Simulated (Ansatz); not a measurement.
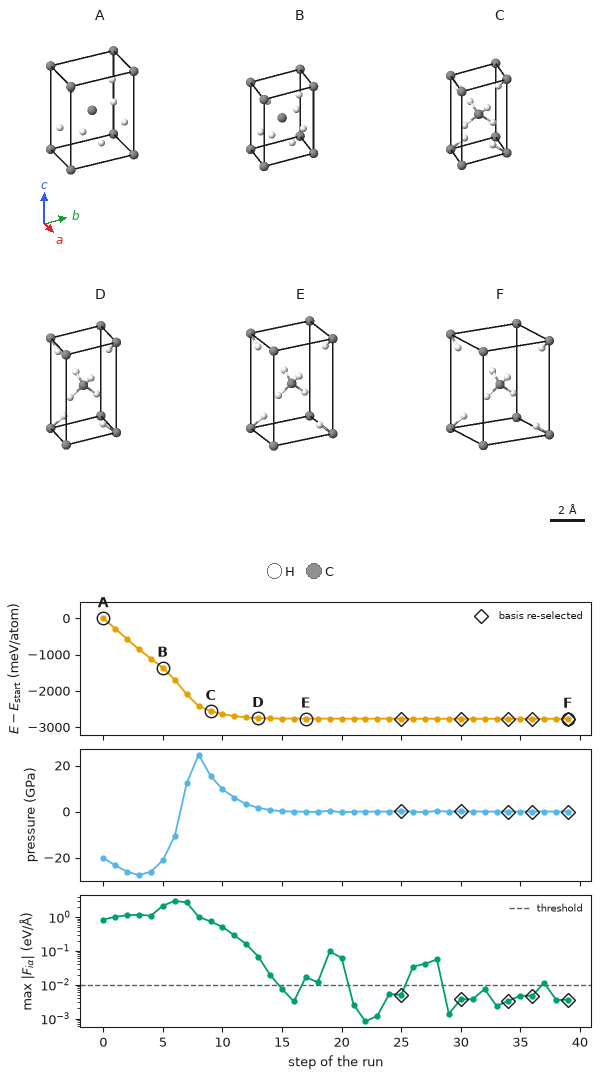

Frames of a relaxation of solid H4C (built on the Sn4Ir-68 type type), marked on the history of the run. A ball-and-stick model of the cell of the calculation, seen slightly off an axis.

Theory: DFT, PBEsol, plane waves, PAW in Ansatz. Set-up: plane-wave cutoff 420 eV; k-point mesh 6 × 6 × 4; occupations fermi dirac; smearing width 0.03 eV; no spin polarisation; cell and atoms relaxed; force threshold 0.01 eV/Å; at most 120 steps.

### Describe the path.

The largest moves relative to the cell, 1.41 Å, are those of H atoms. C stays in place. Cell: a = b 5.341 → 4.764 Å (−10.8 %), c 5.079 → 5.726 Å (+12.7 %), γ 122.7° → 100.8°. Volume +4.8 %. Some distances before and after: C–H 2.226 → 1.098 Å. New bonds form, among them: C–H (2.23 → 1.10 Å). The space group stays Ccce (No. 68). After 34 accepted moves (39 points after the start) the energy has fallen by 2770 meV per atom. The largest force component goes from 0.85 to 0.0036 eV/Å. The pressure goes from −20.13 to 0.01 GPa. The SCF was repeated 5 times at an unchanged geometry on a basis and grid sized afresh for the cell, which shifted the energy by 1.9 meV per atom at most. Cost: 51 s on 4 threads of Arm Neoverse V1, on a shared host, peak memory 0.43 GiB. From step 0 to 5: H atoms move most (0.30 Å), volume −48.6 %, energy −1363 meV per atom. From step 5 to 9: H atoms move most (0.39 Å), volume −7.6 %, energy −1192 meV per atom. From step 9 to 13: H atoms move most (0.20 Å), volume +46.7 %, energy −195 meV per atom. From step 13 to 17: H atoms move most (0.17 Å), volume +36.2 %, energy −14.3 meV per atom. From step 17 to 39: H atoms move most (0.13 Å), volume +10.6 %, energy −5.3 meV per atom.

```tsv
step	E − E(0), meV/atom	largest force component, eV/Å	pressure, GPa	volume, Å³/atom	note
0	0.00	0.8468	-20.13	12.187	
1	-282.32	1.0129	-23.30	10.600	
2	-573.46	1.1326	-26.10	9.210	
3	-857.21	1.1696	-27.58	8.007	
4	-1110.38	1.0914	-26.06	7.016	
5	-1363.04	2.1684	-21.10	6.260	
6	-1694.40	3.0182	-10.59	5.606	
7	-2091.08	2.6994	12.23	5.052	
8	-2418.56	1.0192	24.78	5.240	
9	-2554.97	0.7398	15.51	5.782	
10	-2639.28	0.5117	9.73	6.336	
12	-2730.24	0.1581	3.22	7.648	
13	-2749.95	0.0682	1.70	8.480	
15	-2762.46	0.0075	0.18	10.429	
16	-2763.52	0.0032	0.04	11.046	
18	-2764.83	0.0117	-0.15	11.915	
19	-2764.69	0.0965	0.47	12.085	
21	-2765.53	0.0026	0.00	11.773	
22	-2765.50	0.0008	0.00	11.801	
24	-2765.41	0.0053	0.02	11.902	
25	-2767.29	0.0050	0.23	11.902	same geometry, new basis
27	-2767.15	0.0416	-0.19	12.617	
28	-2767.59	0.0559	0.30	12.348	
30	-2768.77	0.0037	0.07	12.322	same geometry, new basis
31	-2768.85	0.0037	0.05	12.385	
33	-2768.70	0.0024	0.00	12.584	
34	-2769.25	0.0033	0.01	12.584	same geometry, new basis
36	-2769.43	0.0047	0.03	12.694	same geometry, new basis
37	-2769.40	0.0115	0.06	12.766	
39	-2769.56	0.0036	0.01	12.767	same geometry, new basis
```

Limits of the set-up: layers or molecules are held without a dispersion correction, so their spacing is unreliable.
